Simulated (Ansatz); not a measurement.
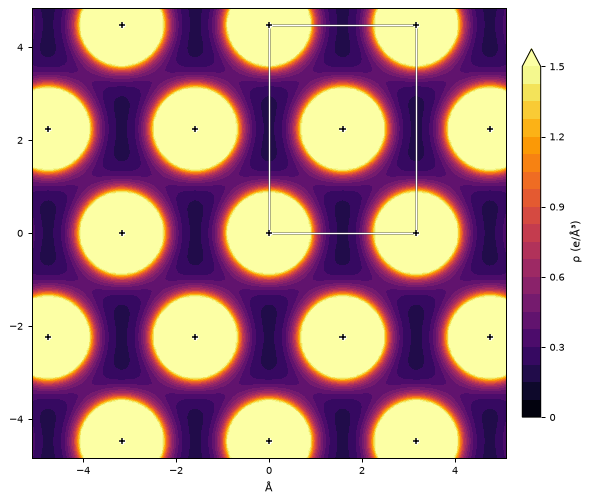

The valence electron density on a plane through atoms (crosses mark nuclei in the plane).

Method: DFT PBEsol, scalar-relativistic, plane waves, PAW in Ansatz.

Candidates:
A. TiAl, a = 2.75 Å, b = 2.75 Å, c = 4.06 Å, α = 90.00°, β = 90.00°, γ = 90.00°. Space group P4/mmm; changed on purpose from its base cell (strain -0.030 along x and y, +0.000 along z, atoms carried along); computed pressure about 3 GPa in this cell; computed without spin polarisation.
B. Pt, a = 3.17 Å, b = 3.17 Å, c = 3.17 Å, α = 90.00°, β = 90.00°, γ = 90.00°. Space group Im-3m; a structure from a database of computed crystals, not necessarily the ambient phase; computed pressure about −11 GPa in this cell.
C. Al8Ru3 (slab), a = 3.12 Å, b = 4.75 Å, c = 24.71 Å, α = 90.00°, β = 90.00°, γ = 109.16°. Not relaxed (largest force 0.5 eV/Å); computed without spin polarisation.

Which candidate gave the map?

Answer. Candidate B: Pt on the (110) plane of the conventional cell, which holds Pt. Pt–Pt (2.74 Å): ρ at the midpoint is about 0.39 e/Å³.
